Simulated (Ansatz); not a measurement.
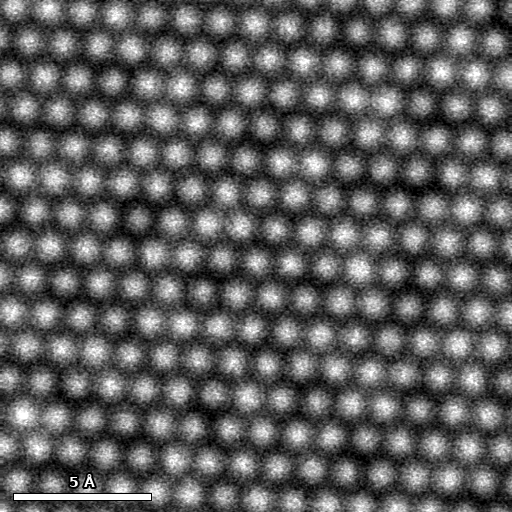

Dark-field STEM-like image of Rh (P6/mmm, No. 191). The image is simulated as a sum over atoms of Z^1.7, blurred by a 0.80 Å probe (no channelling). The probe carries 25 % of its weight in a tail 2.5 times as wide. Shot noise, a slight drift and the speckle of an amorphous layer were added. Model: the input geometry of an electronic-structure calculation (not necessarily at equilibrium); the starting structure was generated, so it need not be a known form of this composition.

```yaml
crystal:
  lattice:
    - [4.30291, 0.00000, 0.00000]
    - [-2.15146, 3.72643, 0.00000]
    - [0.00000, 0.00000, 2.64036]
  atoms:
    - { symbol: Rh, position: [0.00000, 0.00000, 0.00000] }
    - { symbol: Rh, position: [0.33333, 0.66667, 0.50000] }
    - { symbol: Rh, position: [0.66667, 0.33333, 0.50000] }
```

> Along which zone axis is the crystal seen: [001], [102], [201] or [310]? (Directions equivalent by symmetry count as one.)

[201]. The projected cells are 2.48 × 2.48 Å, 120° for [001]; 1.67 × 3.73 Å, 90° for [102]; 1.26 × 1.39 Å, 117° for [201]; 1.41 × 2.64 Å, 90° for [310], and the image repeats as the [201] one does.
